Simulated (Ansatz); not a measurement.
Input of the run:

```
crystal:
  lattice:
    - [2.6233491285, 0.0, 0.0]
    - [0.0, 2.6233491285, 0.0]
    - [0.0, 0.0, 2.6233491285]
  atoms:
    - { symbol: Mg, position: [0.0, 0.0, 0.0] }
    - { symbol: O, position: [0.5, 0.5, 0.5] }
kpoints:
  mp_grid: { grid: [6, 6, 6] }
hamiltonian:
  xc: pbe
scf:
  occupations: { method: fixed }
  n_extra_bands: 4
output:
  forces: true
  stress: true
  eigenvalues: true
```

Command:
```bash
ansatz run input.yaml --threads 4 --pin off --max-ram 3686MiB --backend cpu --events-out ev --progress --plain --runs-dir out
```

What does the calculation give for the electronic structure?

There is a gap; over the k points computed it is 2.64 eV (indirect; the smallest direct gap is 3.65 eV). The upper group of valence states starts about 6.6 eV under the valence-band top, with a gap beneath it; it holds about 6 electrons a cell.

The cell is at 6 GPa in this functional.

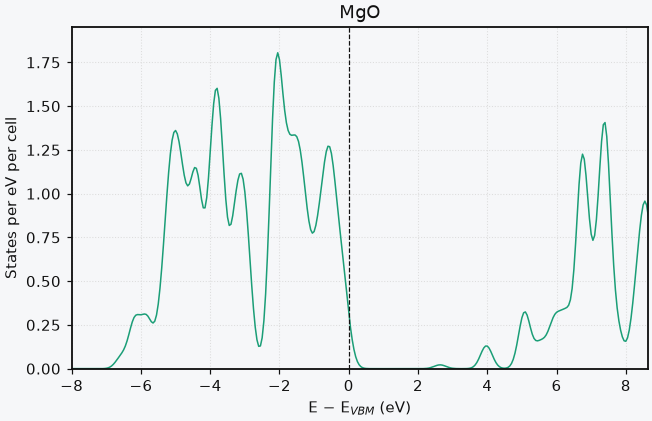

Density of states. Energies are counted from the top of the valence band. The curve is built from the levels of the k mesh with Gaussians 0.4 eV wide, which also blur the band edges.
